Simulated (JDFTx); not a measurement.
## Run report: NaI, geometry relaxation (part 2 of 2)

The same run, continued: NaI (Fm-3m, 2 atoms in the cell); Kohn-Sham DFT of a periodic cell, PBE with D3, PseudoDojo-SR-PBE-0.5-standard, no spin polarisation (JDFTx 1.7.0 (patched build)); cutoff 1197.3 eV, 7×7×7 k-mesh, fermi-dirac of 0.05 eV. The structure derives from an entry of the Crystallography Open Database.

Geometry of the input (Å; fractional positions):
```
0.0000  3.2364  3.2364
3.2364  0.0000  3.2364
3.2364  3.2364  0.0000
I  0.5000  0.5000  0.5000
Na 0.0000  0.0000  0.0000
```

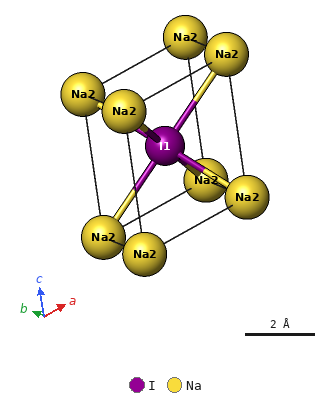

The geometry at step 2 of the log (ball-and-stick view of the cell of the calculation, seen slightly off an axis; atoms are numbered from 1 in the order of the input).

## The program's output, continued
```
Computing DFT-D3 correction:
# coordination-number I 5.612
# coordination-number Na 5.932
# diagonal-C6 I 358.50
# diagonal-C6 Na 186.11
EvdW_6 =   -0.005481
EvdW_8 =   -0.011344
# Lattice vectors:
R =
[            0      6.10434      6.10434  ]
[      6.10434            0      6.10434  ]
[      6.10434      6.10434            0  ]
unit cell volume = 454.932

# Strain tensor in Cartesian coordinates:
[  -0.00189114            0            0  ]
[            0  -0.00189114            0  ]
[            0            0  -0.00189114  ]

# Stress tensor in Cartesian coordinates [Eh/a0^3]:
[  1.35073e-05            0            0  ]
[            0  1.35073e-05            0  ]
[            0            0  1.35073e-05  ]

# Ionic positions in lattice coordinates:
ion I   0.500000000000000   0.500000000000000   0.500000000000000 1
ion Na   0.000000000000000   0.000000000000000  -0.000000000000000 1

# Forces in Cartesian coordinates:
force I  -0.000000000000000   0.000000000000000  -0.000000000000000 1
force Na  -0.000000000000000  -0.000000000000000   0.000000000000000 1

# Energy components:
   Eewald =      -30.0334673780966277
       EH =       21.4106655408902640
     Eloc =      -57.3657174716387956
      Enl =      -12.8889687746276742
     EvdW =       -0.0168249895042115
      Exc =      -10.8904559259934484
 Exc_core =        1.3139333769958739
       KE =       31.0218031023362926
-------------------------------------
     Etot =      -57.4490325196383225
       TS =        0.0000000000000003
-------------------------------------
        F =      -57.4490325196383225

LatticeMinimize: Iter:   1  F: -57.449032519638322  |grad|_K:  1.381e-03  alpha:  1.500e+01  linmin: -1.000e+00

#--- Lowdin population analysis ---
# oxidation-state I -0.569
# oxidation-state Na +0.610

Computing DFT-D3 correction:
# coordination-number I 5.743
# coordination-number Na 6.099
# diagonal-C6 I 358.50
# diagonal-C6 Na 186.11
EvdW_6 =   -0.005612
EvdW_8 =   -0.011583

-------- Electronic minimization -----------
Will mix electronic density at each iteration.
	FillingsUpdate:  mu: +0.151416349  nElectrons: 16.000000
	FillingsUpdate:  mu: +0.161615527  nElectrons: 16.000000
SCF: Cycle:  0   F: -57.449106424815973   dF: -1.754e-04   |Residual|: 2.004e-03   |deigs|: 1.021e-03
	FillingsUpdate:  mu: +0.161634651  nElectrons: 16.000000
SCF: Cycle:  1   F: -57.449110388185822   dF: -3.963e-06   |Residual|: 8.141e-04   |deigs|: 3.580e-04
	FillingsUpdate:  mu: +0.161646829  nElectrons: 16.000000
SCF: Cycle:  2   F: -57.449111520470169   dF: -1.132e-06   |Residual|: 2.204e-04   |deigs|: 2.549e-04
	FillingsUpdate:  mu: +0.161642326  nElectrons: 16.000000
SCF: Cycle:  3   F: -57.449111536105967   dF: -1.564e-08   |Residual|: 8.937e-05   |deigs|: 3.405e-05
	FillingsUpdate:  mu: +0.161642110  nElectrons: 16.000000
SCF: Cycle:  4   F: -57.449111553361064   dF: -1.726e-08   |Residual|: 3.557e-05   |deigs|: 2.892e-05
	FillingsUpdate:  mu: +0.161638577  nElectrons: 16.000000
SCF: Cycle:  5   F: -57.449111554258721   dF: -8.977e-10   |Residual|: 7.290e-05   |deigs|: 2.622e-05
	FillingsUpdate:  mu: +0.161638932  nElectrons: 16.000000
SCF: Cycle:  6   F: -57.449111556833373   dF: -2.575e-09   |Residual|: 1.259e-05   |deigs|: 1.076e-05
	FillingsUpdate:  mu: +0.161638726  nElectrons: 16.000000
SCF: Cycle:  7   F: -57.449111557128191   dF: -2.948e-10   |Residual|: 7.416e-06   |deigs|: 4.269e-06
	FillingsUpdate:  mu: +0.161638412  nElectrons: 16.000000
SCF: Cycle:  8   F: -57.449111557296632   dF: -1.684e-10   |Residual|: 9.607e-06   |deigs|: 3.269e-06
SCF: Converged (|Delta E|<1.000000e-09 for 2 iters).

Setting wave functions to eigenvectors of Hamiltonian

Computing DFT-D3 correction:
# coordination-number I 5.743
# coordination-number Na 6.099
# diagonal-C6 I 358.50
# diagonal-C6 Na 186.11
EvdW_6 =   -0.005612
EvdW_8 =   -0.011583
# Lattice vectors:
R =
[            0      6.05246      6.05246  ]
[      6.05246            0      6.05246  ]
[      6.05246      6.05246            0  ]
unit cell volume = 443.43

# Strain tensor in Cartesian coordinates:
[   -0.0103748            0            0  ]
[            0   -0.0103748            0  ]
[            0            0   -0.0103748  ]

# Stress tensor in Cartesian coordinates [Eh/a0^3]:
[  -3.2398e-07            0            0  ]
[            0  -3.2398e-07            0  ]
[            0            0  -3.2398e-07  ]

# Ionic positions in lattice coordinates:
ion I   0.500000000000000   0.500000000000000   0.500000000000000 1
ion Na   0.000000000000000   0.000000000000000  -0.000000000000000 1

# Forces in Cartesian coordinates:
force I   0.000000000000000   0.000000000000000   0.000000000000000 1
force Na   0.000000000000000  -0.000000000000000   0.000000000000000 1

# Energy components:
   Eewald =      -30.2909334169865119
       EH =       21.2717202247867192
     Eloc =      -56.9759825337588737
      Enl =      -12.8882700027295964
     EvdW =       -0.0171942901417477
      Exc =      -10.8953548479612436
 Exc_core =        1.3139333970507563
       KE =       31.0329699124438605
-------------------------------------
     Etot =      -57.4491115572966322
       TS =        0.0000000000000003
-------------------------------------
        F =      -57.4491115572966322

LatticeMinimize: Iter:   2  F: -57.449111557296632  |grad|_K:  3.229e-05  alpha:  1.000e+00  linmin:  1.000e+00

#--- Lowdin population analysis ---
# oxidation-state I -0.566
# oxidation-state Na +0.607

Computing DFT-D3 correction:
# coordination-number I 5.740
# coordination-number Na 6.096
# diagonal-C6 I 358.50
# diagonal-C6 Na 186.11
EvdW_6 =   -0.005609
EvdW_8 =   -0.011577

-------- Electronic minimization -----------
Will mix electronic density at each iteration.
	FillingsUpdate:  mu: +0.161638412  nElectrons: 16.000000
	FillingsUpdate:  mu: +0.161409529  nElectrons: 16.000000
SCF: Cycle:  0   F: -57.449111568053958   dF: -8.033e-08   |Residual|: 3.525e-05   |deigs|: 1.604e-06
	FillingsUpdate:  mu: +0.161408890  nElectrons: 16.000000
SCF: Cycle:  1   F: -57.449111576460226   dF: -8.406e-09   |Residual|: 2.269e-05   |deigs|: 6.436e-06
	FillingsUpdate:  mu: +0.161408612  nElectrons: 16.000000
SCF: Cycle:  2   F: -57.449111577168090   dF: -7.079e-10   |Residual|: 1.111e-05   |deigs|: 1.048e-05
	FillingsUpdate:  mu: +0.161408765  nElectrons: 16.000000
SCF: Cycle:  3   F: -57.449111577250704   dF: -8.261e-11   |Residual|: 3.671e-06   |deigs|: 2.519e-06
SCF: Converged (|Delta E|<1.000000e-09 for 2 iters).

Setting wave functions to eigenvectors of Hamiltonian

Computing DFT-D3 correction:
# coordination-number I 5.740
# coordination-number Na 6.096
# diagonal-C6 I 358.50
# diagonal-C6 Na 186.11
EvdW_6 =   -0.005609
EvdW_8 =   -0.011577
# Lattice vectors:
R =
[            0       6.0536       6.0536  ]
[       6.0536            0       6.0536  ]
[       6.0536       6.0536            0  ]
unit cell volume = 443.68

# Strain tensor in Cartesian coordinates:
[   -0.0101888            0            0  ]
[            0   -0.0101888            0  ]
[            0            0   -0.0101888  ]

# Stress tensor in Cartesian coordinates [Eh/a0^3]:
[  9.89968e-08            0            0  ]
[            0  9.89968e-08            0  ]
[            0            0  9.89968e-08  ]

# Ionic positions in lattice coordinates:
ion I   0.500000000000000   0.500000000000000   0.500000000000000 1
ion Na   0.000000000000000   0.000000000000000  -0.000000000000000 1

# Forces in Cartesian coordinates:
force I  -0.000000000000000   0.000000000000000  -0.000000000000000 1
force Na  -0.000000000000000   0.000000000000000  -0.000000000000000 1

# Energy components:
   Eewald =      -30.2852403219402433
       EH =       21.2747924129200570
     Eloc =      -56.9846067582316635
      Enl =      -12.8882917064317191
     EvdW =       -0.0171859692645390
      Exc =      -10.8952481544640705
 Exc_core =        1.3139333967796500
       KE =       31.0327355233818345
-------------------------------------
     Etot =      -57.4491115772507044
       TS =        0.0000000000000003
-------------------------------------
        F =      -57.4491115772507044

LatticeMinimize: Iter:   3  F: -57.449111577250704  |grad|_K:  9.873e-06  alpha:  1.000e+00  linmin:  1.000e+00

#--- Lowdin population analysis ---
# oxidation-state I -0.566
# oxidation-state Na +0.607

Computing DFT-D3 correction:
# coordination-number I 5.741
# coordination-number Na 6.097
# diagonal-C6 I 358.50
# diagonal-C6 Na 186.11
EvdW_6 =   -0.005609
EvdW_8 =   -0.011578

-------- Electronic minimization -----------
Will mix electronic density at each iteration.
	FillingsUpdate:  mu: +0.161408765  nElectrons: 16.000000
	FillingsUpdate:  mu: +0.161460627  nElectrons: 16.000000
SCF: Cycle:  0   F: -57.449111578514291   dF: -3.118e-09   |Residual|: 3.293e-06   |deigs|: 9.771e-07
	FillingsUpdate:  mu: +0.161460725  nElectrons: 16.000000
SCF: Cycle:  1   F: -57.449111579812183   dF: -1.298e-09   |Residual|: 7.332e-06   |deigs|: 1.060e-06
	FillingsUpdate:  mu: +0.161460674  nElectrons: 16.000000
SCF: Cycle:  2   F: -57.449111579800146   dF: +1.204e-11   |Residual|: 9.665e-06   |deigs|: 9.778e-07
	FillingsUpdate:  mu: +0.161460782  nElectrons: 16.000000
SCF: Cycle:  3   F: -57.449111579897036   dF: -9.689e-11   |Residual|: 5.235e-06   |deigs|: 4.758e-06
	FillingsUpdate:  mu: +0.161460857  nElectrons: 16.000000
SCF: Cycle:  4   F: -57.449111579933771   dF: -3.674e-11   |Residual|: 7.557e-07   |deigs|: 1.946e-06
SCF: Converged (|Delta E|<1.000000e-09 for 2 iters).

Setting wave functions to eigenvectors of Hamiltonian

Computing DFT-D3 correction:
# coordination-number I 5.741
# coordination-number Na 6.097
# diagonal-C6 I 358.50
# diagonal-C6 Na 186.11
EvdW_6 =   -0.005609
EvdW_8 =   -0.011578
# Lattice vectors:
R =
[            0      6.05334      6.05334  ]
[      6.05334            0      6.05334  ]
[      6.05334      6.05334            0  ]
unit cell volume = 443.624

# Strain tensor in Cartesian coordinates:
[   -0.0102308            0            0  ]
[            0   -0.0102308            0  ]
[            0            0   -0.0102308  ]

# Stress tensor in Cartesian coordinates [Eh/a0^3]:
[ -3.69085e-10            0            0  ]
[            0 -3.69085e-10            0  ]
[            0            0 -3.69085e-10  ]

# Ionic positions in lattice coordinates:
ion I   0.500000000000000   0.500000000000000   0.500000000000000 1
ion Na   0.000000000000000   0.000000000000000  -0.000000000000000 1

# Forces in Cartesian coordinates:
force I  -0.000000000000000  -0.000000000000000   0.000000000000000 1
force Na   0.000000000000000   0.000000000000000   0.000000000000000 1

# Energy components:
   Eewald =      -30.2865254110531659
       EH =       21.2741042501470048
     Eloc =      -56.9826683361464248
      Enl =      -12.8882907308248615
     EvdW =       -0.0171878469463809
      Exc =      -10.8952735241447840
 Exc_core =        1.3139333968362443
       KE =       31.0327966221985996
-------------------------------------
     Etot =      -57.4491115799337706
       TS =        0.0000000000000003
-------------------------------------
        F =      -57.4491115799337706

LatticeMinimize: Iter:   4  F: -57.449111579933771  |grad|_K:  3.680e-08  alpha:  1.000e+00  linmin:  1.000e+00
LatticeMinimize: Converged (|Delta F|<1.000000e-06 for 2 iters).

#--- Lowdin population analysis ---
# oxidation-state I -0.566
# oxidation-state Na +0.607

Dumping 'run.eigStats' ...
	eMin: -1.780422 at state 0 ( [ +0.000000 +0.000000 +0.000000 ] spin 0 )
	HOMO: +0.075467 at state 0 ( [ +0.000000 +0.000000 +0.000000 ] spin 0 )
	mu  : +0.161461
	LUMO: +0.212176 at state 0 ( [ +0.000000 +0.000000 +0.000000 ] spin 0 )
	eMax: +0.540518 at state 15 ( [ +0.000000 +0.428571 -0.428571 ] spin 0 )
	HOMO-LUMO gap: +0.136709
	Optical gap  : +0.136709 at state 0 ( [ +0.000000 +0.000000 +0.000000 ] spin 0 )
Done!
```

## Trajectory as extended XYZ (Å, eV, eV/Å), 5 frames, from step=0 to step=4
```
2
Lattice="0.0000 3.2364 3.2364 3.2364 0.0000 3.2364 3.2364 3.2364 0.0000" Properties=species:S:1:pos:R:3:forces:R:3 step=0 energy=-1563.26676
I     3.2364    3.2364    3.2364    0.0000   0.0000   0.0000
Na    0.0000    0.0000    0.0000    0.0000   0.0000   0.0000
2
Lattice="0.0000 3.2303 3.2303 3.2303 0.0000 3.2303 3.2303 3.2303 0.0000" Properties=species:S:1:pos:R:3:forces:R:3 step=1 energy=-1563.26781
I     3.2303    3.2303    3.2303    0.0000   0.0000   0.0000
Na    0.0000    0.0000    0.0000    0.0000   0.0000   0.0000
2
Lattice="0.0000 3.2028 3.2028 3.2028 0.0000 3.2028 3.2028 3.2028 0.0000" Properties=species:S:1:pos:R:3:forces:R:3 step=2 energy=-1563.26996
I     3.2028    3.2028    3.2028    0.0000   0.0000   0.0000
Na    0.0000    0.0000    0.0000    0.0000   0.0000   0.0000
2
Lattice="0.0000 3.2034 3.2034 3.2034 0.0000 3.2034 3.2034 3.2034 0.0000" Properties=species:S:1:pos:R:3:forces:R:3 step=3 energy=-1563.26996
I     3.2034    3.2034    3.2034    0.0000   0.0000   0.0000
Na    0.0000    0.0000    0.0000    0.0000   0.0000   0.0000
2
Lattice="0.0000 3.2033 3.2033 3.2033 0.0000 3.2033 3.2033 3.2033 0.0000" Properties=species:S:1:pos:R:3:forces:R:3 step=4 energy=-1563.26996
I     3.2033    3.2033    3.2033    0.0000   0.0000   0.0000
Na    0.0000    0.0000    0.0000    0.0000   0.0000   0.0000
```

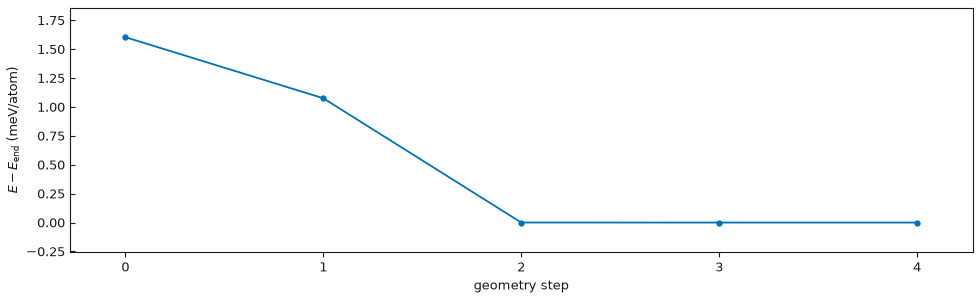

Progress of the relaxation, step by step (steps are counted from 0).

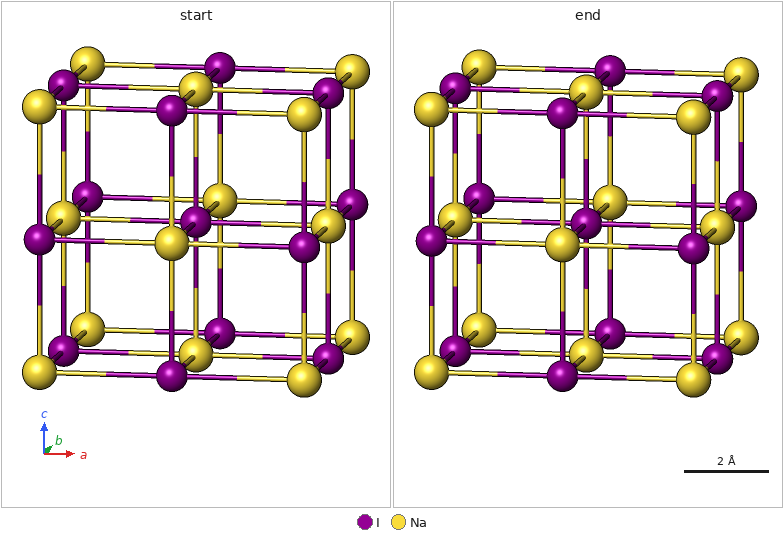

Before (left) and after (right) the relaxation, at one scale (ball-and-stick view of the cell 4 times as large as that of the calculation, set on its symmetry axes, seen slightly off an axis). After 4 geometry steps the energy has fallen by 1.6 meV per atom. All forces vanish by symmetry, so only the cell relaxes. No atom moves by more than 0.005 Å relative to the cell. Cell: a = b = c 6.473 → 6.407 Å (−1.0 %). Volume −3.0 %. Distances before and after: I1–Na2 3.236 → 3.203 Å. The space group stays Fm-3m (No. 225). (Atoms are counted from 1 in the order of the input.)

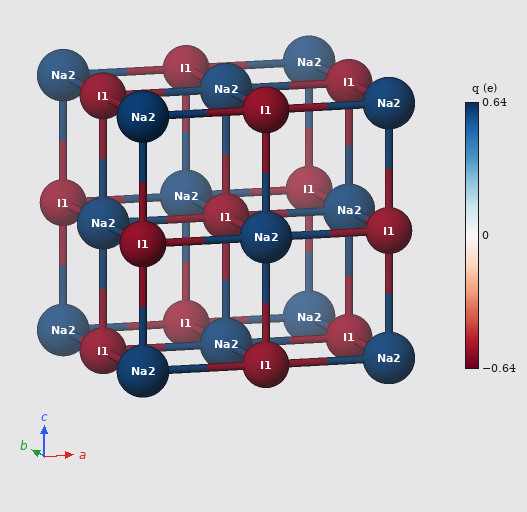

Löwdin charges, as the colour of each atom (ball-and-stick view of the cell 4 times as large as that of the calculation, set on its symmetry axes, seen slightly off an axis; atoms are numbered from 1 in the order of the input). By element: I −0.57 and Na +0.61 e.

## Results in brief

| quantity | value |
| --- | --- |
| outcome | converged |
| space group (tolerance 0.01 Å) | Fm-3m (225) |
| electrons treated | 16 |
| free energy | −1563.2700 eV |
| gap on the k-point mesh | 3.72 eV |
| pressure | 0.00 GPa |
| final volume | 65.74 Å³ |
| largest force (length of the vector) at the end | under 0.001 eV/Å |
| final cell | a = 4.530 Å, b = 4.530 Å, c = 4.530 Å, α = 60.00°, β = 60.00°, γ = 60.00° |
| hardware | 1 thread of Arm Neoverse V2, 24 GiB of memory available, shared host |
| wall time | 4.9 min |
| peak memory | 0.24 GiB |
